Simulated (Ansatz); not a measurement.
```xyz
12
Lattice="6.3497 0.0000 0.0000 0.0000 3.8581 0.0000 0.0000 0.0000 7.6156" Properties=species:S:1:pos:R:3 pbc="T T T"
Pb    4.7332    2.8936    0.8246
Pb    1.6165    0.9645    6.7910
Pb    4.7913    0.9645    4.6324
Pb    1.5583    2.8936    2.9832
F     0.8916    2.8936    0.4755
F     5.4580    0.9645    7.1401
F     2.2832    0.9645    4.2833
F     4.0664    2.8936    3.3323
F     3.3734    2.8936    6.4181
F     2.9763    0.9645    1.1976
F     6.1511    0.9645    2.6103
F     0.1986    2.8936    5.0054
```

Space group Pnma; started from the measured structure prototype, which need not be the ambient phase; computed pressure about 3 GPa in this cell.

Theory: Ansatz 0.2.0, DFT, PBE0, plane waves, PAW.

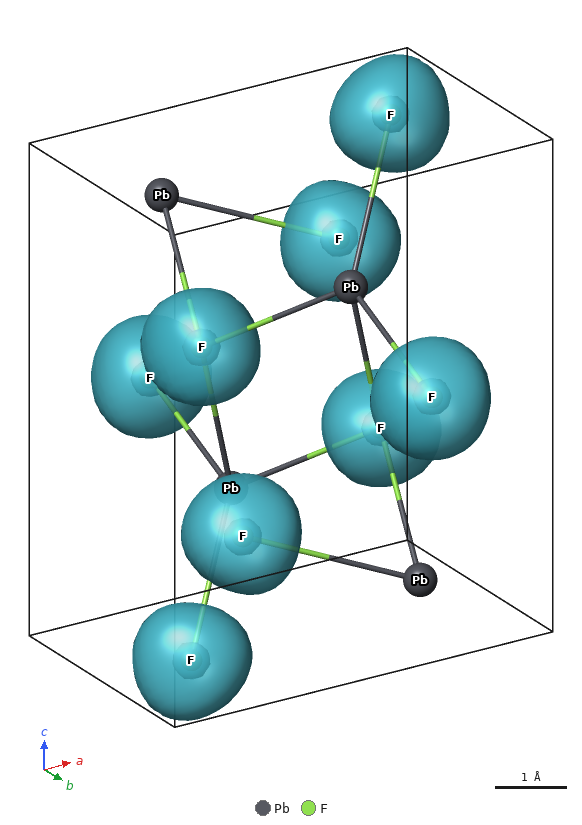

PbF$_{2}$. Isosurface of the electron localisation function at 0.65 (cyan), seen at an oblique angle. Core shells and regions of very low density are left out. Sticks mark near contacts.

In a PAW calculation such maps are meaningful between the atoms, not at the nuclei.

Question: Identify the bonds, lone pairs and shells in this picture.

Answer: At this value the surface marks out eight regions wrapped around F (the valence shell of each), counted in one cell of 12 atoms. Regions shared between cells count once.

Values along the shortest contacts:
Pb–F (2.44 Å): the ELF is about 0.15 at the midpoint: no shared electron pair shows on this line. Pb–F (2.53 Å): the ELF is about 0.10 at the midpoint; no localised pair shows between them.
